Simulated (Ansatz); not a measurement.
BeS

Input file:

```
crystal:
  lattice:
    - [0.0, 2.425, 2.425]
    - [2.425, 0.0, 2.425]
    - [2.425, 2.425, 0.0]
  atoms:
    - { symbol: Be, position: [0.0, 0.0, 0.0] }
    - { symbol: S, position: [0.75, 0.75, 0.75] }
basis:
  ecutwfc: 520.0
kpoints:
  mp_grid: { grid: [8, 8, 8] }
hamiltonian:
  xc: pbesol
scf:
  occupations: { method: gaussian, width: 0.02 }
output:
  forces: true
  stress: true
  eigenvalues: true
  write_density: true
  write_potential: true
  elf: true
  volumetric_format: npy
relax:
  adjacent_minimum: "off"
  f_tol: 0.005
  max_steps: 80
  cell: { stress_tol: 0.05 }
```

Command:

```sh
ansatz run input.yaml --threads 1 --pin off --max-ram 2048MiB --backend cpu --events-out ev --progress --plain --runs-dir out
```

Below, planes, directions and counts refer to the conventional cell (a = 4.84 Å, b = 4.84 Å, c = 4.84 Å, α = 90.00°, β = 90.00°, γ = 90.00°).

The fields are those of the relaxed geometry.

Space group F-43m.

Method: Ansatz 0.2.0, DFT PBEsol, scalar-relativistic, plane waves, PAW.

Question: What will maps of the valence pseudo-density and electron localisation function show?

Answer: Be–S (2.09 Å): ρ is about 0.67 e/Å³ halfway; the ELF peaks at about 0.95 between the atoms; a shared but strongly polarised pair.

Question: Does the calculation give a band gap?

Answer: It is gapped, with a Kohn–Sham gap of 2.9 eV on the k-point mesh, an upper bound to the gap of this method.

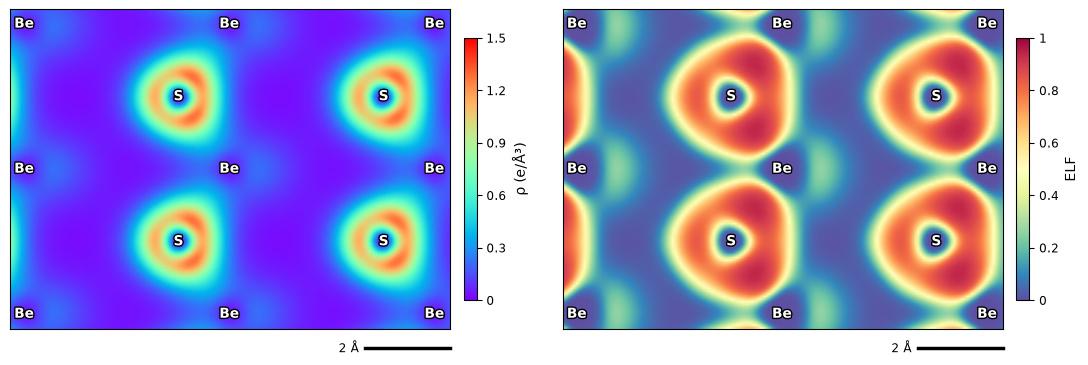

Computed valence pseudo-density and electron localisation function on the (101) plane of the conventional cell, in this order. 

Core electrons are frozen (PAW), and the valence fields are smoothed inside the atomic spheres.
